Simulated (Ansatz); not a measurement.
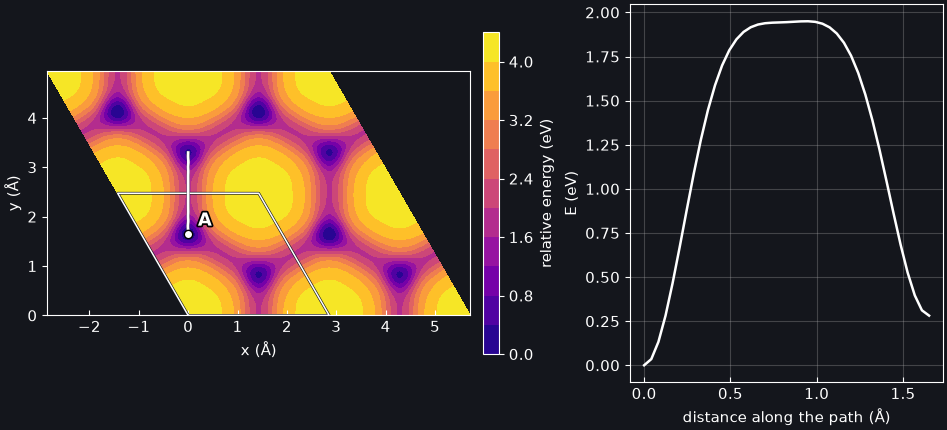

N on an Al(111) slab cut from the Fm-3m phase, its upper half relaxed before the scan (3 atoms of substrate and one adsorbate in a 1 × 1 cell). N is moved over the surface cell; relaxed at each place: the height of the adsorbate's atoms; substrate rigid; the origin of the map has the adsorbate above Al3. Places are given modulo a cell vector. The map is drawn in real space over the plane of the surface. The scan uses a 6 × 6 grid; 10 points were computed and 26 follow by symmetry. Energies are in eV, from the lowest grid point. With one adsorbate in each 1 × 1 cell, its nearest image is 2.9 Å away, so neighbouring adsorbates interact. Computed with DFT PBE, scalar-relativistic, plane waves, PAW (Ansatz). Settings: cutoff 420 eV, k-mesh 9×9×1, gaussian smearing 0.1 eV, no spin polarisation.

Drawn: filled contours, a line along the lowest path, the outline of one cell of the 2 × 2 shown, the energy along the path at the right, the start A. Between grid points the surface is interpolated.

Describe the path and its barrier.

The easiest path leads from the well at a threefold hollow over a second-layer Al atom, (2/6, 4/6) of the cell vectors to the well at a threefold hollow over a third-layer Al atom, (4/6, 2/6) of the cell vectors, about 0.28 eV higher. Its highest point lies about 1.9 eV above the bottom of the first well on the interpolated surface, at about (0.53, 0.05) of the cell vectors. Seen from the upper well the barrier is about 1.7 eV. This is the barrier on the constrained surface; relaxing the other coordinates would change it.

PAW datasets: the set soft_1.
